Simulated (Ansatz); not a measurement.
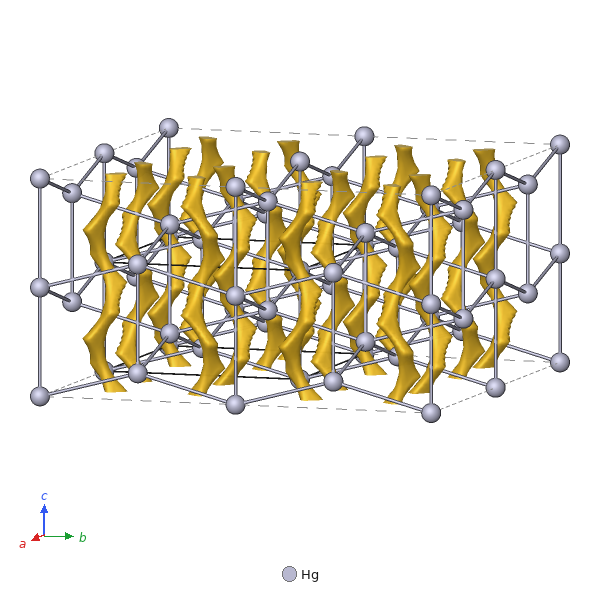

The yellow surface encloses the points that the centre of a probe sphere of radius 0.85 Å can occupy in Hg in space group I4_1/amd, computed on a grid of about 0.13 Å (2×2×2 cells shown, view slightly off an axis; pale faces close the region where the box cuts it).

Atoms are hard spheres with covalent radii (Cordero): Hg 1.32 Å.

The cell is taken from the end point of a relaxation at fixed volume with DFT PBE, scalar-relativistic, plane waves, PAW in Ansatz.

```cif
data_structure
_symmetry_space_group_name_H-M 'P 1'
_symmetry_Int_Tables_number 1
_cell_length_a 6.1288
_cell_length_b 6.1288
_cell_length_c 3.2678
_cell_angle_alpha 90.000
_cell_angle_beta 90.000
_cell_angle_gamma 90.000
_cell_volume 122.75
loop_
_atom_site_label
_atom_site_type_symbol
_atom_site_fract_x
_atom_site_fract_y
_atom_site_fract_z
_atom_site_occupancy
Hg1 Hg 0.00000 0.50000 0.25000 1
Hg2 Hg 0.00000 0.00000 0.00000 1
Hg3 Hg 0.50000 0.00000 0.75000 1
Hg4 Hg 0.50000 0.50000 0.50000 1
```

Question: Is the space open to the probe made of pockets or channels?

Answer: Where they connect, they form one-dimensional channels along [001].

Question: What share of the cell can the probe's centre reach?

Answer: About 2.4 % of the volume (3 Å³ of 122.7 Å³).

Question: Give the largest included and the largest free sphere.

Answer: The largest sphere that fits anywhere has a diameter of 2.08 Å; the largest that can travel through the crystal, about 2.1 Å.

Question: How does the connectivity change as the probe shrinks?

Answer: Below a radius of about 1.03 Å the space forms one-dimensional channels along [001]. Below a radius of about 0.71 Å the space forms a three-dimensional network. These are grid estimates, good to about 0.05 Å.
